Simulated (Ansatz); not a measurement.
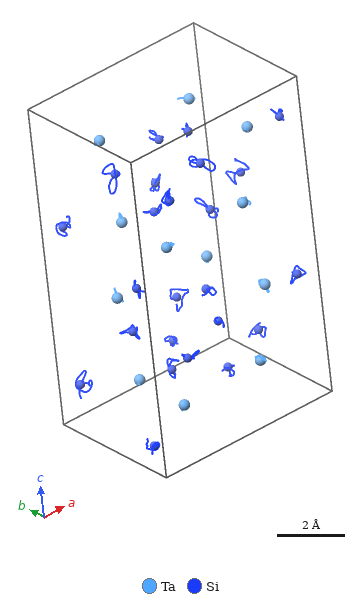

A Born-Oppenheimer molecular dynamics run of a 36-atom cell of TaSi$_{2}$ (set up in P6_422), 220 fs long. The cell was cut from the crystal with space group P6_422. Lines trace each atom's path, in the colour of its element; spheres stand at the starting positions. Seen slightly off an axis in the reduced simulation cell.

Computed with DFT r2SCAN, scalar-relativistic, plane waves, PAW in Ansatz. Set-up: plane-wave cutoff 500 eV; k-point mesh 2 × 2 × 1; Fermi-Dirac smearing 0.17 eV; low-accuracy preset; Langevin thermostat (NVT); set temperature 2000 K; time step 2 fs; friction 0.02 per fs.

Question: How do the atoms move?

Answer: In the second half of the run the atoms are, in the root-mean-square, this far from where they began (common drift taken out): Si 0.26 Å, Ta 0.21 Å. That is small against the typical shortest distance between atoms in the first frame, about 2.6 Å: the atoms vibrate about their sites and the arrangement holds. Bond changes: 3 Si–Si bonds form between 92 fs and 178 fs; 4 Si–Si bonds break between 104 fs and 188 fs.

Limits of the set-up: the k-point mesh is coarse for a cell with partly filled bands; the program's low-accuracy preset was used.

PAW datasets: the set soft_1.
